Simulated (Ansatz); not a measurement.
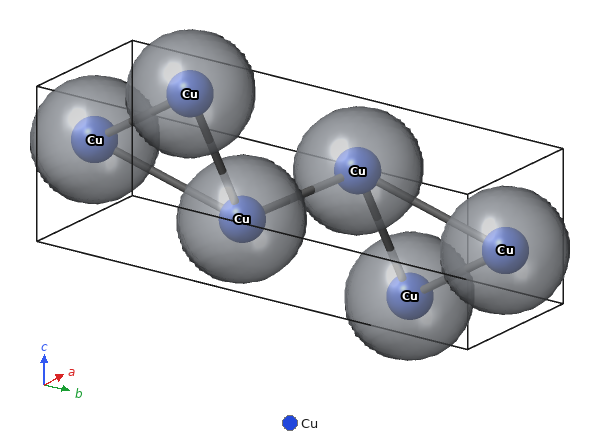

Cu. Isosurface of the valence pseudo-density at 0.5 e/Å³ (grey), seen at an oblique angle. Sticks mark near contacts.

Space group Cmcm; a structure from a database of computed crystals, not necessarily the ambient phase; computed pressure about 14 GPa in this cell.

Theory: Kohn-Sham DFT of a periodic cell, PBE, Ansatz PAW in Ansatz.

Core electrons are frozen (PAW), and the valence fields are smoothed inside the atomic spheres.

```
CELL_PARAMETERS angstrom
2.40399 0.00000 0.00000
0.00000 7.84527 0.00000
0.00000 0.00000 2.44204
ATOMIC_POSITIONS crystal
Cu 0.00000 0.13387 0.75000
Cu 0.50000 0.63387 0.75000
Cu 0.00000 0.86613 0.25000
Cu 0.50000 0.36613 0.25000
```

Question: What does this surface tell about the bonding?

Answer: At this value the density breaks into separate islands; it holds about 90 % of the electrons treated as valence (semicore included). It bridges none of the near contacts. It is pinched off along the shortest Cu–Cu (2.40 Å) and Cu–Cu (2.50 Å) contacts. On the grid the lowest density along these lines, outside the cores, is 0.33 e/Å³ (Cu–Cu, 2.40 Å) and 0.3 e/Å³ (Cu–Cu, 2.50 Å).
